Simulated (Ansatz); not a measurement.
```
Co
1.0
     2.50740    0.00000    0.00000
     1.25370    2.17147    0.00000
     0.00000    0.00000    8.13980
Co
4
Direct
  0.66667 0.66667 0.12500
  0.66667 0.66667 0.62500
  0.33333 0.33333 0.37500
  0.33333 0.33333 0.87500
```

Space group P6₃/mmc; with non-collinear spins.

The calculation used DFT, PBE, PAW with Ansatz's default frozen-core files, scalar-relativistic (Ansatz 0.2.0).

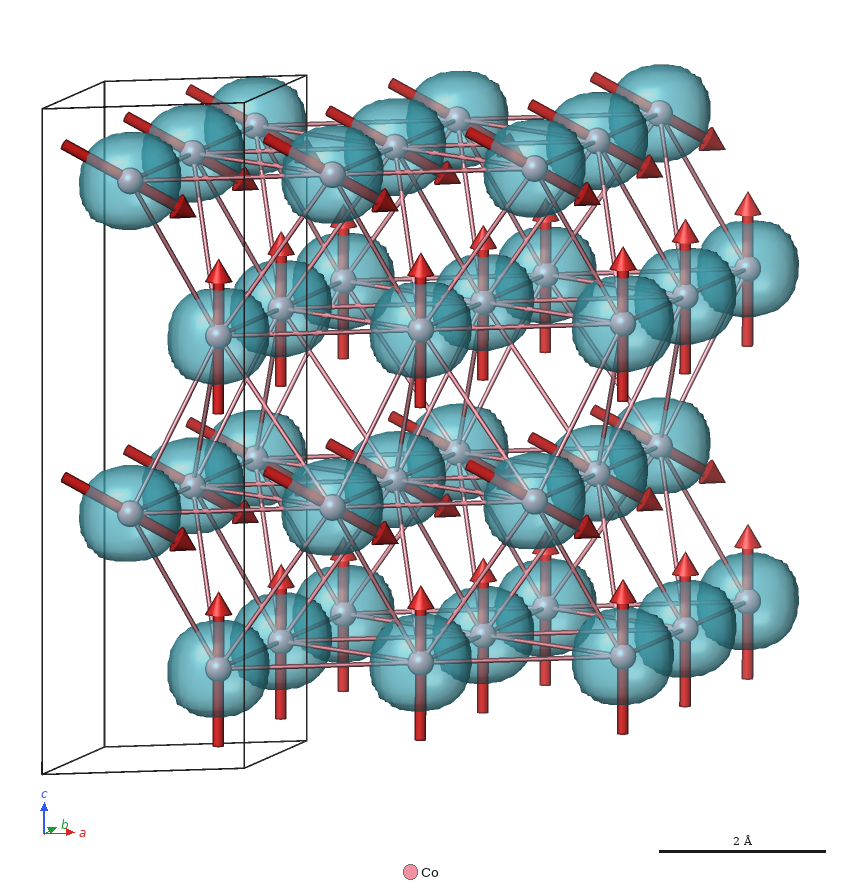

Co. Isosurface of the size of the magnetisation density at 0.3 e/Å³ (cyan), with the spin moments of the magnetic sites as arrows; seen slightly off an axis.

The density is the valence pseudo-density of a PAW calculation; it isn't the true density close to the nuclei.

Q: Describe the magnetic structure.

A: Spin moments: Co 1.3 μB. They are not collinear: the angles between them are about 0° and 120°, and a net moment remains.
